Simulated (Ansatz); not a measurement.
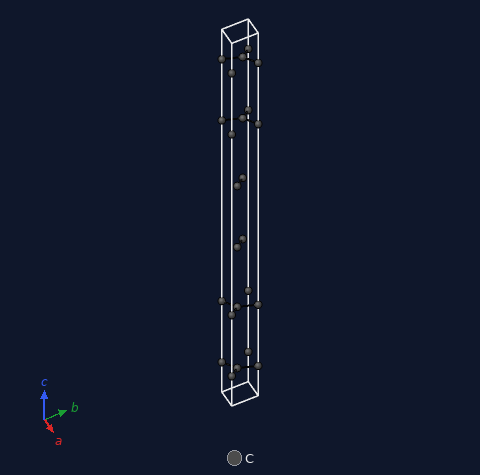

C, space group R-3m:H (No. 166), a = 2.467 Å, b = 2.467 Å, c = 25.761 Å, α = 90.00°, β = 90.00°, γ = 120.00°

| site | Wyckoff | x | y | z |
| --- | --- | --- | --- | --- |
| C1 | 6c | 0.0000 | 0.0000 | 0.9176 |
| C2 | 6c | 0.3333 | 0.6667 | 0.9176 |

Origin: the geometry relaxed with Ansatz 0.2.0, DFT PBE, scalar-relativistic, plane waves, PAW.

> Compute the Voronoi cell of each site (no radii): faces and volume.

| site | faces above 1 % of the sphere | volume (Å³) | solid angle by neighbour (%) |
| --- | --- | --- | --- |
| C1 | 5 | 11.24 | C 100 |
| C2 | 4 | 11.38 | C 100 |

Weighted by multiplicity the volumes add up to the cell volume, 135.7 Å³.

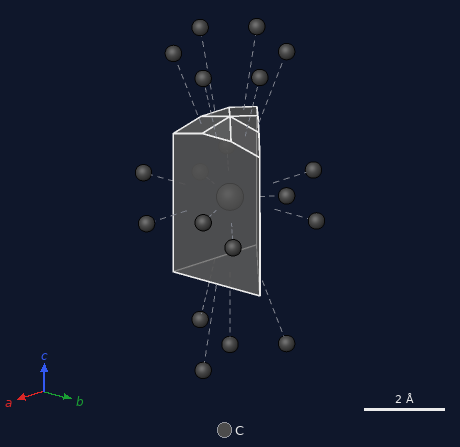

The computed Voronoi cell of C2, with the neighbours that bound it.
